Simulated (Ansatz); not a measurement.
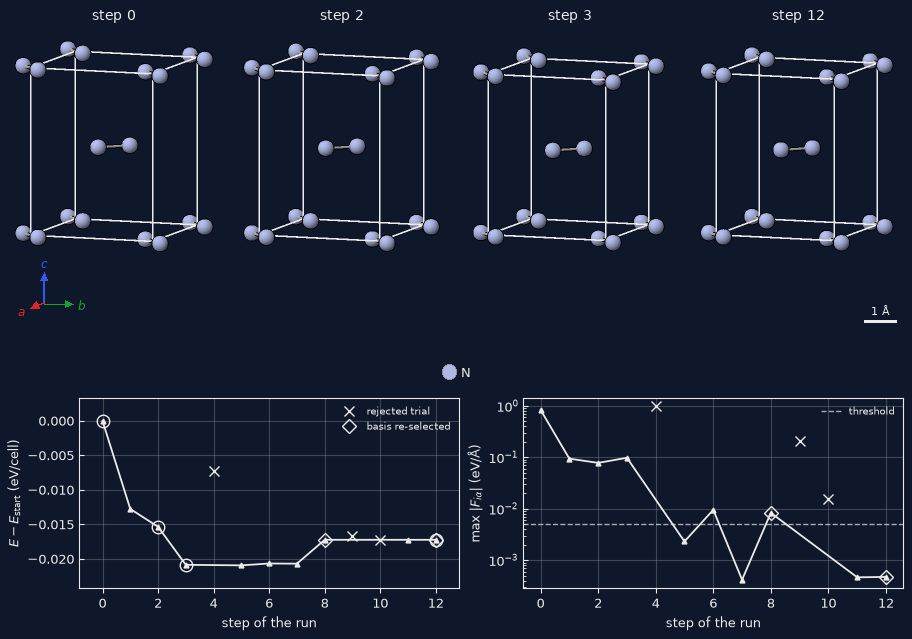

Frames of a relaxation of solid N (built on the database structure type), marked on the history of the run. A ball-and-stick model of the cell of the calculation, seen slightly off an axis.

The calculation used DFT, r2SCAN+rVV10, plane waves, PAW (Ansatz). Set-up: plane-wave cutoff 500 eV; k-point mesh 6 × 6 × 4; occupations fermi dirac; smearing width 0.02 eV; no spin polarisation; cell and atoms relaxed; force threshold 0.005 eV/Å.

### What happens along the run?

The energy falls by 17.2 meV per cell of the calculation in 7 accepted moves (12 points after the start). The largest force component goes from 0.84 to 0.00047 eV/Å. The pressure goes from −1.80 to 0.00 GPa. The line search rejected the trial steps at points 4, 9, 10 of the run. The SCF was repeated twice at an unchanged geometry on a basis and grid sized afresh for the cell, which shifted the energy by 3.5 meV per cell of the calculation at most. The largest moves relative to the cell, 0.014 Å, are those of N atoms. The drawn cell changes as follows: a = b 4.094 → 3.961 Å (−3.3 %), c 5.325 → 5.133 Å (−3.6 %); the volume changes by −9.8 %. Among the contacts that change: N–N 1.102 → 1.093 Å. The space group stays P4_2/mnm (No. 136). Cost: 92 s on 2 threads of Arm Neoverse N1, with other jobs on the host, peak memory 0.62 GiB. From step 0 to 2: volume −3.8 %, energy −15.3 meV per cell of the calculation. From step 2 to 3: volume −7.8 %, energy −5.5 meV per cell of the calculation. From step 3 to 12: volume +1.7 %, energy +3.6 meV per cell of the calculation.

```
step  E − E(0), meV/atom  largest force component, eV/Å  pressure, GPa  volume, Å³/atom                      note
   0                0.00                         0.8408          -1.80           22.316                          
   1               -3.19                         0.0945          -0.03           21.885                          
   2               -3.83                         0.0781          -0.02           21.477                          
   3               -5.21                         0.0981           0.26           19.797                          
   4               -1.83                         0.9805          -2.01           20.073                  rejected
   5               -5.23                         0.0023           0.03           19.923                          
   6               -5.16                         0.0095           0.02           20.149                          
   7               -5.17                         0.0004           0.00           20.134                          
   8               -4.30                         0.0083           0.02           20.134  same geometry, new basis
   9               -4.15                         0.2121          -0.43           20.134                  rejected
  10               -4.30                         0.0155          -0.03           20.134                  rejected
  11               -4.30                         0.0005           0.00           20.134                          
  12               -4.30                         0.0005           0.00           20.134  same geometry, new basis
```
